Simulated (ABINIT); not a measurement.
Geometry relaxation, with input and output: W (part 3 of 3)

W (Im-3m, 1 atom in the cell); Kohn-Sham DFT of a periodic cell, PBE, JTH PAW PBE v2.0 (ABINIT 10.8.3); cutoff 435.38 eV, 12×12×12 k-mesh, fermi-dirac of 0.05 eV. The structure derives from an entry of the Crystallography Open Database. The run did not end well.

Geometry of the input (Å; fractional positions):
```
-1.5823  1.5823  1.5823
1.5823  -1.5823  1.5823
1.5823  1.5823  -1.5823
W  0.0000  0.0000  0.0000
```

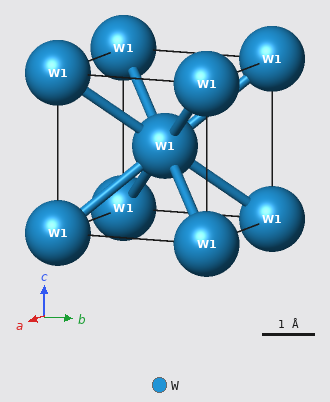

*The input geometry (ball-and-stick view of the cell 2 times as large as that of the calculation, set on its symmetry axes, seen slightly off an axis; atoms are numbered from 1 in the order of the input). An atom can appear more than once, as a periodic image.*

**Outcome**

- outcome: ended with an error
- space group (tolerance 0.01 Å): Im-3m (229)
- electrons treated: 14
- free energy: −1878.4562 eV
- gap on the k-point mesh: none (metallic)
- pressure: 9.17 GPa
- final volume: 15.71 Å³
- largest force (length of the vector) at the end: under 0.001 eV/Å
- final cell: a = 2.733 Å, b = 2.733 Å, c = 2.733 Å, α = 109.47°, β = 109.47°, γ = 109.47°
- wall time: 63 s
- peak memory: 0.1 GiB

**What went wrong**

The run ended with an error.
